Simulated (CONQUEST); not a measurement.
**TiO$_{2}$: 7 runs along one coordinate**

System: TiO$_{2}$ (I4₁/amd, 12 atoms in the cell).
Method: Kohn-Sham DFT of a periodic cell, PBE, PseudoDojo NC PBE, no spin polarisation (CONQUEST 1.3).

The 7 runs differ only in the geometry, by an even scaling of the cell at fixed fractional positions. The structure derives from an entry of the Crystallography Open Database.

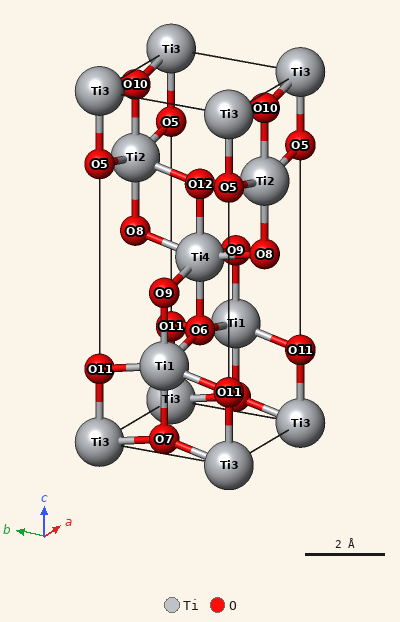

Figure 1. The structure of run 4 (ball-and-stick view of the cell of the calculation, seen at an oblique angle; atoms are numbered from 1 in the order of the input).

## Input of run 4
```
IO.Title TiO2
IO.Coordinates coords.dat
IO.FractionalAtomicCoords T
IO.Iprint 2
IO.Iprint_init 1
General.NumberOfSpecies 2
General.PseudopotentialType hamann
AtomMove.TypeOfRun static
AtomMove.FullStress T
Grid.PointsAlongX 40
Grid.PointsAlongY 40
Grid.PointsAlongZ 100
DM.SolutionMethod diagon
Diag.MPMesh T
Diag.GammaCentred T
Diag.MPMeshX 7
Diag.MPMeshY 7
Diag.MPMeshZ 3
Diag.kT 0.00183747
minE.SCTolerance 1e-6
SC.MaxIters 100
IO.AtomChargeOutput T
%block ChemicalSpeciesLabel
1 47.880 Ti
2 16.000 O
%endblock
```

Command:
```bash
Conquest
```

Lattice vectors (Å) and fractional positions of run 4:
```
   3.784200    0.000000    0.000000
   0.000000    3.784200    0.000000
   0.000000    0.000000    9.514600
Ti  0.000000  0.500000  0.250000
Ti  0.500000  0.000000  0.750000
Ti  0.000000  0.000000  0.000000
Ti  0.500000  0.500000  0.500000
O   0.000000  0.000000  0.791900
O   0.500000  0.500000  0.291900
O   0.000000  0.500000  0.041900
O   0.500000  0.000000  0.541900
O   0.000000  0.500000  0.458100
O   0.500000  0.000000  0.958100
O   0.000000  0.000000  0.208100
O   0.500000  0.500000  0.708100
```

Run 3 has the same physical settings and fractional positions; its lattice vectors (Å) are:
```
   3.758802    0.000000    0.000000
   0.000000    3.758802    0.000000
   0.000000    0.000000    9.450742
```

## Results, with one run withheld

```csv
run,volume per atom (Å³),"free energy per atom, from the lowest run given (meV)",pressure (GPa),gap on the mesh (eV)
1,10.673,68.35,23.72,2.09
2,10.900,38.79,17.75,2.04
3,11.127,?,?,?
4,11.354,5.45,6.28,1.94
5,11.581,0.00,1.56,1.89
6,11.808,0.70,−2.39,1.84
7,12.035,6.47,−5.55,1.80
```

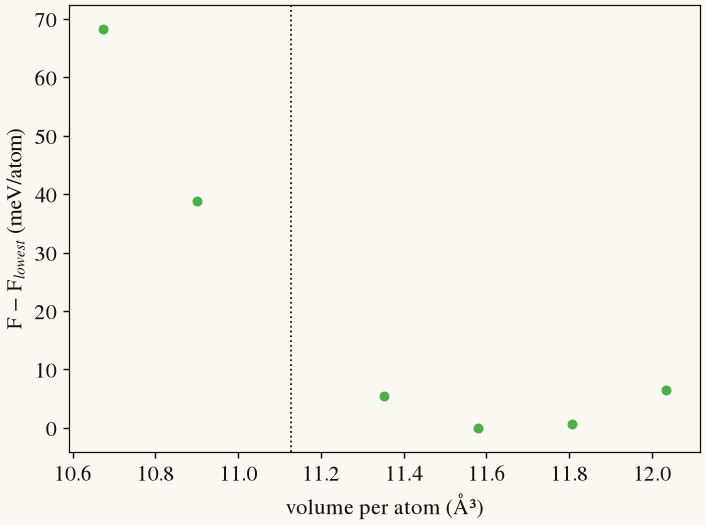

Figure 2. Free energy per atom of the runs given; the dotted line marks run 3.

Estimate the energy of run 3 from the others.

A cubic polynomial in V^(−2/3) (the Birch–Murnaghan form), fitted to the 6 runs given, misses them by at most 0.12 meV per atom. With x = V^(−2/3) − 0.19771 Å⁻², it reads F = 4.7643 + 3140.4 x + 4.7963e+05 x² + 2.1954e+06 x³ (meV per atom). At run 3 it gives 18.13 meV per atom, and the run itself gives 18.13. The slope of the fit gives a pressure −dF/dV of 11.57 GPa there, and the run prints 11.71 GPa. The two needn't agree exactly: the fit is approximate, and the printed stress is taken on a finite basis. The fit has its minimum at 11.671 Å³ per atom, where V d²F/dV² gives 211 GPa. Cell shape and fractional positions are held, so this is the stiffness under even scaling; the relaxed bulk modulus wasn't computed. The gap on the mesh goes, without turning, from 2.09 eV in run 1 to 1.80 eV in run 7; run 3 has 1.99 eV. These are gaps of this functional on this mesh, which can miss the band edges; they aren't the measured gap.

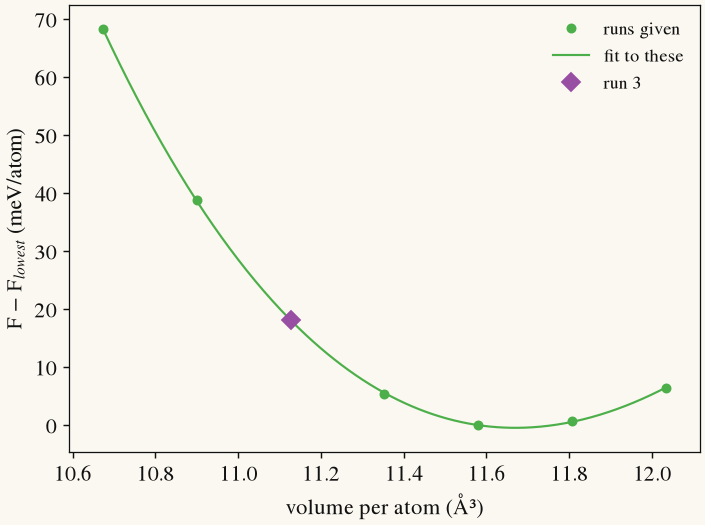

Figure 3. The fit and the withheld run.

## Some lines of the output (run 3)
```
[...]
      Using Fermi-Dirac smearing
          DFT Total Energy                 :      -368.807345702790769 Ha
          Free Energy (E-TS)               :      -370.930469405736915 Ha
          DFT Total Energy                 :      -364.223109296592554 Ha
          DFT Total Energy                 :      -370.002728786016974 Ha
          DFT Total Energy                 :      -370.196763529736870 Ha
          DFT Total Energy                 :      -370.263035018860649 Ha
          DFT Total Energy                 :      -370.264481858372221 Ha
          DFT Total Energy                 :      -370.264767961352447 Ha
          DFT Total Energy                 :      -370.264787631354807 Ha
          DFT Total Energy                 :      -370.264787838336133 Ha
      |* DFT total energy        =      -370.264787838336133 Ha
    force: Average pressure:     11.71018292 GPa
```

Notes: Points of doubt noted for this run: small atomic basis. With a small basis of atomic orbitals these values can differ much from converged plane-wave results.
